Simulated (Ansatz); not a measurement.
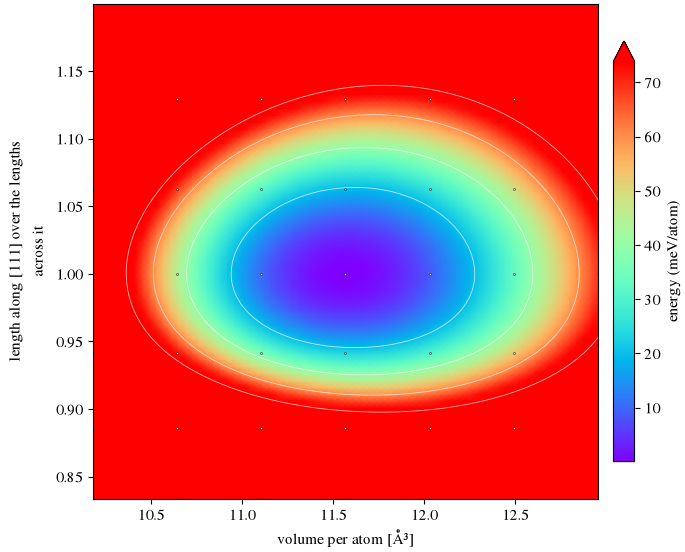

AlCu3 (Fm-3m, No. 225; 4 atoms in the cell). 
- The energy is mapped over volume and the cell's shape.
- First axis: volume per atom. Second axis: length along [111] over the lengths across it, relative to the cubic cell.
- Nothing is relaxed (fractional coordinates fixed).
- The grid has 7 × 7 points.
- Points are written as (first, second).
- Energies are in meV/atom, from the lowest grid point.
- The calculation used Ansatz, DFT LDA, scalar-relativistic, plane waves, PAW. Settings: cutoff 520 eV, k-mesh 14×14×14, gaussian smearing 0.15 eV, no spin polarisation.

Drawn: a smooth colour map with a few white contour lines, dots at the grid points, one colour for all values above the top of the scale. Between grid points the surface is interpolated.

Question: Where is the minimum, and how stiff is the well along each coordinate?

Answer: The interpolated minimum is at volume per atom ≈ 11.57 Å³, the second coordinate ≈ 1.000. The curvatures there are about 0.36 eV/(Å³)² and 46 eV, with a cross term of about 0 eV/Å³ (per cell of 4 atoms). Round the minimum the two coordinates are nearly uncoupled.

PAW datasets: the set soft_1.
